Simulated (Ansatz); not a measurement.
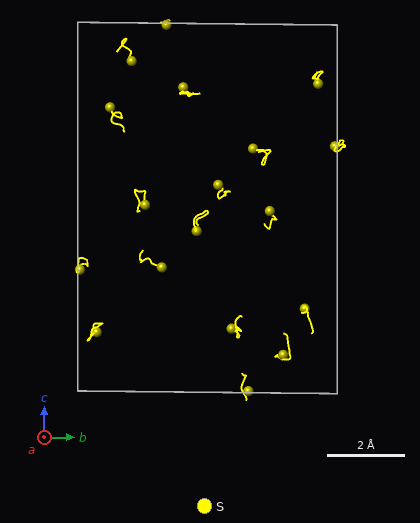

A Born-Oppenheimer molecular dynamics run of an 18-atom cell of S (set up in R-3), 180 fs long. Lines trace each atom's path, in the colour of its element; spheres stand at the starting positions. Seen along the a axis in the simulation cell.

Method: Ansatz, DFT PBE+D3(BJ), scalar-relativistic, plane waves, PAW. Set-up: plane-wave cutoff 420 eV; k-point mesh 2 × 2 × 2; Fermi-Dirac smearing 0.155 eV; volume 1.06 times that of the relaxed crystal; Langevin thermostat and barostat (NPT); set temperature 1800 K; time step 6 fs; friction 0.02 per fs; target pressure 0 GPa.

Q: How do the atoms move?

A: Root-mean-square distances from the starting positions over the second half, with the common drift of all atoms taken out: S 0.43 Å. The heavy atoms stay within a fraction of a molecule's size of their starting places; so short a run doesn't tell a liquid from a solid. The conserved quantity stays between −2.5 and 2 meV per atom of its start. A straight-line fit has a slope that amounts to −1.9 meV per atom over 180 fs (1.0 % of the mean kinetic energy), and the ripple about it is 3.6 % of the kinetic energy's fluctuation. With a drift under 2 % and a ripple under 7 %, the integration is accurate. The time step of 6 fs is long for the fastest vibrations here (lightest element sulfur).

The run took roughly 10 core-minutes on a shared host.
